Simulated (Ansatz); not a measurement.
# Energy of W along a strain of the cell

System: W (1 atom in the cell).
Method: DFT r2SCAN, scalar-relativistic, plane waves, PAW, no spin polarisation (Ansatz 0.2.0).

The 6 runs differ only in the geometry, by a strain of the cell at fixed fractional positions. Against run 4, the strain is εzz = η. The structure derives from an entry of the Crystallography Open Database.

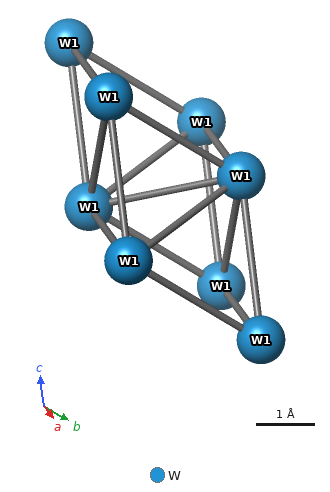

Figure 1. The structure of run 4 (ball-and-stick view of the reduced cell, seen slightly off an axis; atoms are numbered from 1 in the order of the input).

**Input of run 4**
```yaml
crystal:
  lattice:
    - [0.0, 2.03, 2.0503]
    - [2.03, 0.0, 2.0503]
    - [2.03, 2.03, 0.0]
  atoms:
    - { symbol: W, position: [0.0, 0.0, 0.0] }
basis:
  ecutwfc: 500
kpoints:
  mp_grid: { grid: [20, 20, 20] }
hamiltonian:
  xc: r2scan
scf:
  occupations: { method: gaussian, width: 0.15 }
output:
  forces: true
  stress: true
  eigenvalues: true
```

Run 3 differs from it as follows:
```diff
-    - [0.0, 2.03, 2.0503]
-    - [2.03, 0.0, 2.0503]
+    - [0.0, 2.03, 1.9894]
+    - [2.03, 0.0, 1.9894]
```

**Results, with one run withheld**

```tsv
run	strain parameter η (%)	free energy per atom, from the lowest run given (meV)	pressure (GPa)
1	−4.9505	0.00	2.83
2	−3.9604	9.40	−0.33
3	−2.9703	?	?
4	0.0000	47.69	−11.40
5	1.9802	66.07	−16.19
6	2.9703	76.57	−18.41
```

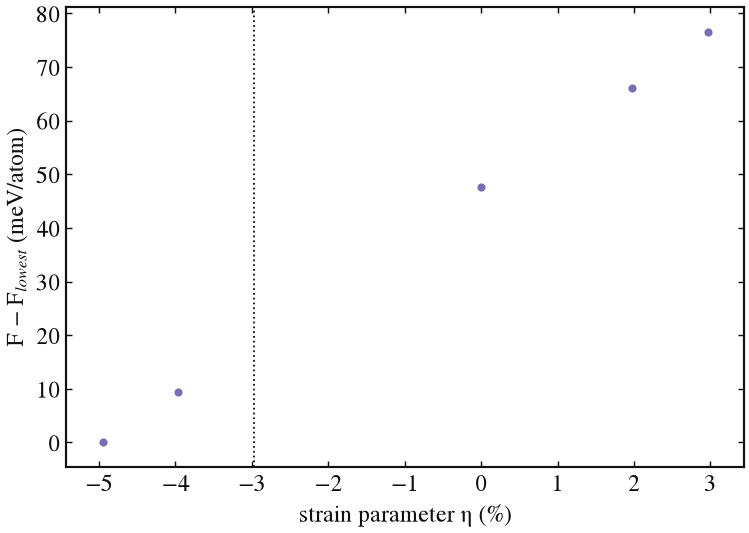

Figure 2. Free energy per atom of the runs given; the dotted line marks run 3.

What should run 3 give?

A cubic polynomial in the coordinate, fitted to the 5 runs given, misses them by at most 0.43 meV per atom. With x = η + 0.7921, it reads F = 39.866 + 9.477 x + 0.014747 x² + 0.011698 x³ (meV per atom). At run 3 it gives 19.17 meV per atom, and the run itself gives 19.30. The fit has no minimum inside this range.

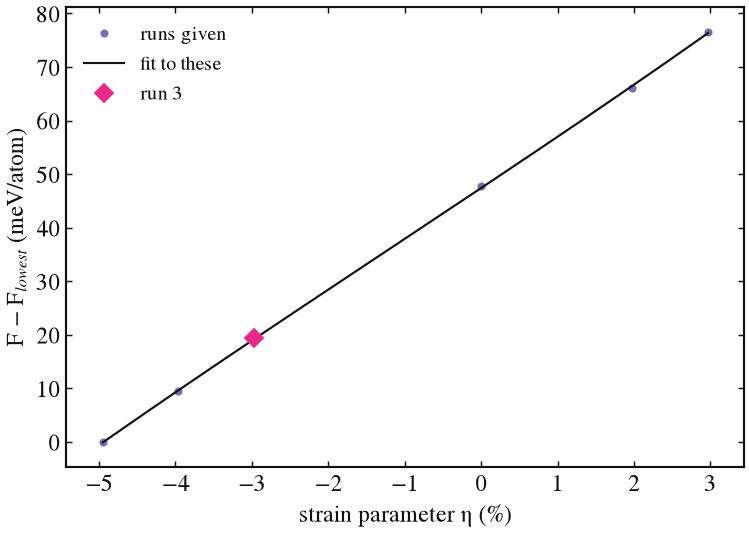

Figure 3. The fit and the withheld run.

**Output, shortened to warnings, some set-up lines, iterations and results (run 3)**
```
Basis set: ecut = 500 eV, 411 PW (Γ), exchange–correlation on 96×96×96 points (64 copies of the dense FFT grid, shifted against one another)
Symmetry: 16 space group operations
k-points: 641 of 8000
Initial density: superposition of atomic densities (neutral atoms: chi_scale 0, normalization atom), corrected by the library's trained network
[...]
SCF iter   1: F=—  HF=-10396.737574 eV  |F-HF|=—  |Δ(HF+E_count)|=         —  Δρ=6.63e-3  dr2=3.54e-3  dr2_τ=4.25e-2  ethr=1.77e-3  ⟨swp⟩=5.0  Hψ=40240  notcnv=0
SCF iter   2: F=—  HF=-10396.749595 eV  |F-HF|=—  |Δ(HF+E_count)|=   1.20e-2  Δρ=3.28e-3  dr2=4.84e-4  dr2_τ=9.52e-5  ethr=2.53e-5  ⟨swp⟩=2.3  Hψ=15290  notcnv=0
SCF iter   3: F=—  HF=-10396.750057 eV  |F-HF|=—  |Δ(HF+E_count)|=   4.62e-4  Δρ=1.14e-3  dr2=5.90e-5  dr2_τ=1.54e-5  ethr=3.46e-6  ⟨swp⟩=2.3  Hψ=8796  notcnv=0
SCF iter   4: F=—  HF=-10396.750112 eV  |F-HF|=—  |Δ(HF+E_count)|=   5.49e-5  Δρ=5.79e-5  dr2=2.43e-7  dr2_τ=7.01e-8  ethr=4.21e-7  ⟨swp⟩=2.8  Hψ=10905  notcnv=0
SCF iter   5: F=-10396.750112 eV  HF=-10396.750112 eV  |F-HF|=8.82e-9  |Δ(HF+E_count)|=   1.80e-7  Δρ=1.29e-5  dr2=9.12e-9  dr2_τ=1.15e-9  ethr=1.74e-9  ⟨swp⟩=2.2  Hψ=10859  …
SCF iter   6: F=-10396.750112 eV  HF=-10396.750112 eV  |F-HF|=1.27e-11  |Δ(HF+E_count)|=   1.10e-8  Δρ=1.06e-6  dr2=1.09e-10  dr2_τ=1.99e-11  ethr=6.51e-11  ⟨swp⟩=2.3  …
SCF 1 converged in 6 iterations: F = -10396.750112 eV  dr2 = 1.09e-10
SCF converged after 6 iterations
Free energy (F): -10396.750112 eV
Harris-Foulkes:  -10396.750112 eV  (|F-HF|=1.27e-11)
Internal energy: -10396.736474 eV  (E = F + TS)
E sigma→0 (E₀):  -10396.743293 eV
Entropy (-TS):   -0.013638 eV (-13.638 meV/atom)
Fermi energy:    21.179737 eV
--- Per-component energies (eV) ---
  E_band       = -106.195577
  E_kinetic    = 449.682102
  E_local      = -624.120975  (includes V_loc(G=0)·N_el)
  E_nonlocal   = 1.363099
  E_hartree    = 222.868677
  E_xc         = -248.487045
  E_vxc        = -259.189934  (∫ρ·V_xc dr)
  E_paw        = -8593.099764  (= ΣΔE_a)
  E_vpaw       = -133.096597  (= ΣTr[D̂ρ^β])
  E_aug_tail   = -0.000045  (compensation charges beyond the density's cutoff)
  E_vtau       = 13.429578  (kinetic-family band-sum trace: ∫τ·v_τ [+ j·A + Jᵃ·Aᵃ] dr)
  E_ewald      = -1604.354574
  E_core_change = -0.587949  (= ΣΔE_core)
  E_smearing   = -0.013638  (= −TS)
  E_closure    = 0.000000  (closes the sum)
  Σ components = -10396.750112   (vs F -10396.750112, Δ=0.00e0)
--- Forces (eV/Å), atoms counted from 1 ---
  atom   1  W     -0.00000000     0.00000000     0.00000000
  max |Σ_I F_I| component: 1.85e-32 eV/Å
--- Stress (GPa, compression-positive) ---
       -0.204429       0.000000       0.000000
        0.000000      -0.204429       0.000000
        0.000000       0.000000      -9.548541
  P = ⅓ Tr σ = -3.3191 GPa (-33.191 kbar)
```

Notes: Spin–orbit coupling is left out, which matters for W.
